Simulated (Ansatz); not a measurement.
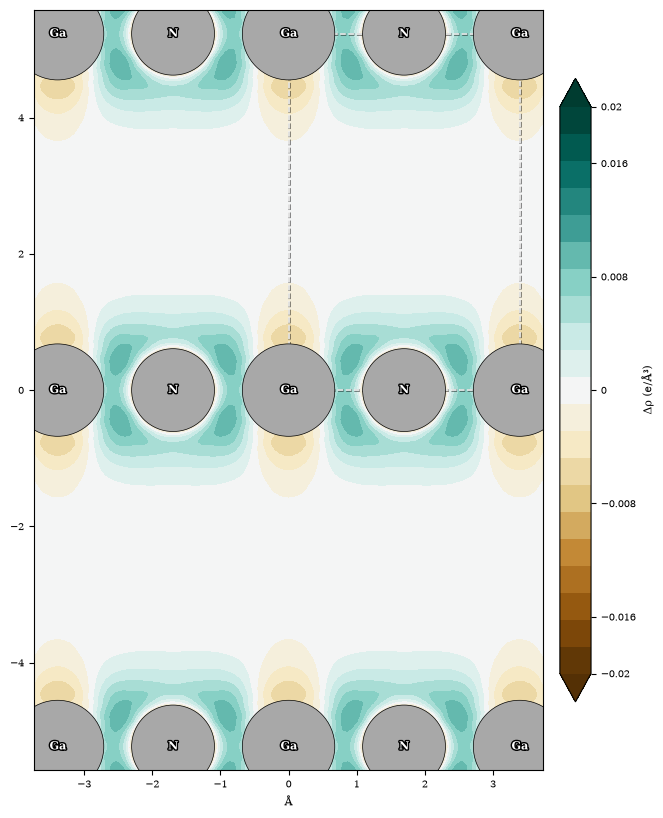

GaN. Difference of the valence pseudo-densities of two functionals at the same geometry, on the (11̄0) plane of the calculation cell: HSESOL less B3LYP.

Space group P6/mmm; a generated structure, not necessarily the stable one.

Both computed with Ansatz (plane waves, PAW), on the same k-point mesh. Grey discs cover the atomic cores.

```yaml
crystal:
  lattice:
    - [5.23038, 0.00000, 0.00000]
    - [-2.61519, 4.52964, 0.00000]
    - [0.00000, 0.00000, 3.39010]
  atoms:
    - { symbol: Ga, position: [0.00000, 0.00000, 0.50000] }
    - { symbol: N, position: [0.00000, 0.00000, 0.00000] }
```

### What does the difference map show?

Against B3LYP, HSESOL gives more density around N (+0.006 e/Å³ on average at 0.8 Å from the nucleus) and a change of +0.007 e/Å³ at the midpoint of Ga–N.
